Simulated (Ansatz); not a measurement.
The coordinates of a crystal:

Space group P-3m1 (No. 164). a = 3.799 Å, b = 3.799 Å, c = 6.915 Å, α = 90.00°, β = 90.00°, γ = 120.00°
| atom | site | symmetry | x | y | z |
| --- | --- | --- | --- | --- | --- |
| Zr | 1a | -3m. | 0.0000 | 0.0000 | 0.0000 |
| Se | 2d | 3m. | 0.6667 | 0.3333 | 0.7710 |

Question: Give a crystallographic description of this input.

Answer: Formula: ZrSe2. The atoms follow space group P-3m1 (No. 164); the Bravais lattice is primitive hexagonal. The arrangement is known as cadmium iodide (CdI₂, 1T) type. Counting shared atoms by their share gives 1 Zr, 2 Se, or 3 atoms. Each Zr atom is coordinated by six Se in an octahedral arrangement at 2.70 Å. Se bonds to three Zr in a trigonal pyramidal arrangement at 2.70 Å. Not all metal-metal contacts are counted. The bonds build ZrSe2 layers parallel to (001).

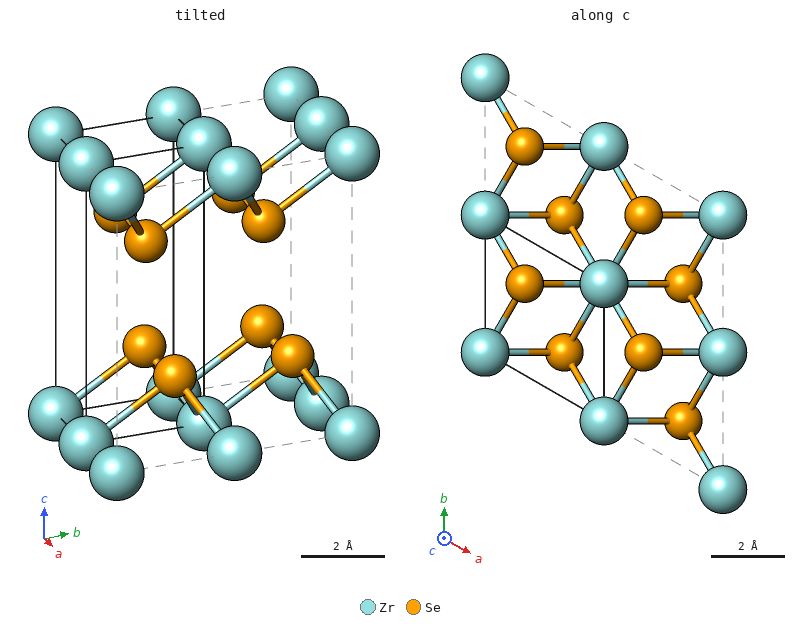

The crystal in a ball-and-stick representation, seen slightly off an axis and along the c axis. The conventional unit cell (solid box) is repeated to 2×2×1 cells.

Provenance: a structure listed in the Materials Project, with elements exchanged, so it need not be a known form of the compound. Earlier steps of the study may have refined or changed the cell and positions. A calculation with Ansatz used it as input.
